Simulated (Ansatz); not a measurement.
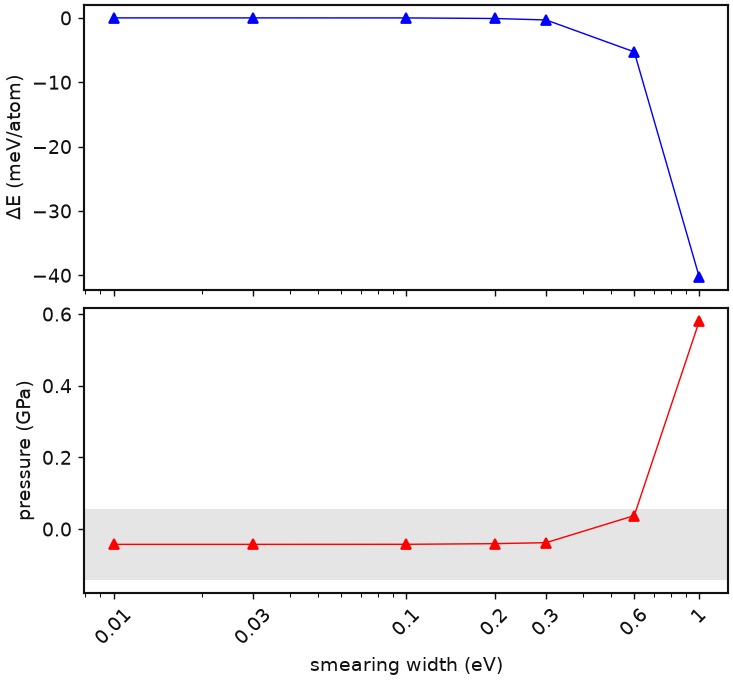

Convergence test: the smearing width is varied and all else is held.
The run: Se (P3_121, 3 atoms in the cell), by DFT, LDA (PW92), plane waves (420 eV) with PAW, scalar-relativistic in Ansatz 0.2.0; 9×9×6 k-mesh, Gaussian smearing.
ΔE is the free energy less its value at the smallest setting, 0.01 eV.
Dashed lines or grey bands mark the tolerance: 0.1 GPa.

Question: From which setting is the free energy converged to 1 meV/atom?

Answer: The free energy is within 1 meV/atom of the smallest setting's value from 0.3 eV down. It is off by −40 meV/atom at 1 eV and −5.3 meV/atom at 0.6 eV. The free energy falls with the width because it holds the −TS term of the fractional occupations.

Question: How does the pressure behave (tolerance 0.1 GPa)?

Answer: The pressure is within 0.1 GPa of the smallest setting's value from 0.6 eV down. It is 0.58 GPa at 1 eV and −0.04 GPa at 0.01 eV.
